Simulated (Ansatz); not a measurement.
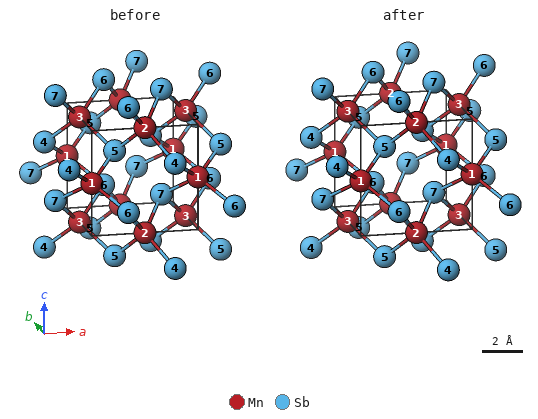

The structure of crystalline Mn$_{3}$Sb$_{4}$ (a generated structure, set up in P-43m) (coarse preliminary run) before (left) and after (right) a relaxation, at one scale.

Style: ball-and-stick. Shown: the cell of the calculation, slightly off an axis.

These are results of DFT PBE, scalar-relativistic, plane waves, PAW (Ansatz), not measurements. Set-up: plane-wave cutoff 420 eV; k-point mesh 4 × 4 × 4; occupations gaussian; smearing width 0.1 eV; collinear spin; cell and atoms relaxed; force threshold 0.04 eV/Å; at most 70 steps.

Describe what moved and what it gained.

Answer. Over 2 accepted moves (3 points after the start) the energy falls by 84.0 meV per atom. Largest force component: 0.43 eV/Å at the start, 0.023 eV/Å at the end. The pressure goes from 8.54 to 0.08 GPa. The SCF was repeated once at an unchanged geometry on a basis and grid sized afresh for the cell, which shifted the energy by 0.9 meV per atom at most. The largest moves relative to the cell, 0.010 Å, are those of Sb4, Sb5, Sb6 and Sb7. Sb4 goes along [1 1 1]. Mn stays in place. The drawn cell changes as follows: a = b = c 5.532 → 5.797 Å (+4.8 %); the volume changes by +15.1 %. Near-neighbour distances that change, for instance: Mn1–Sb4 2.503 → 2.619 Å. The space group stays P-43m (No. 215). Cost: 54 s on 1 thread of AMD EPYC 9R14 (Zen 4) (shared host), peak memory 0.62 GiB.
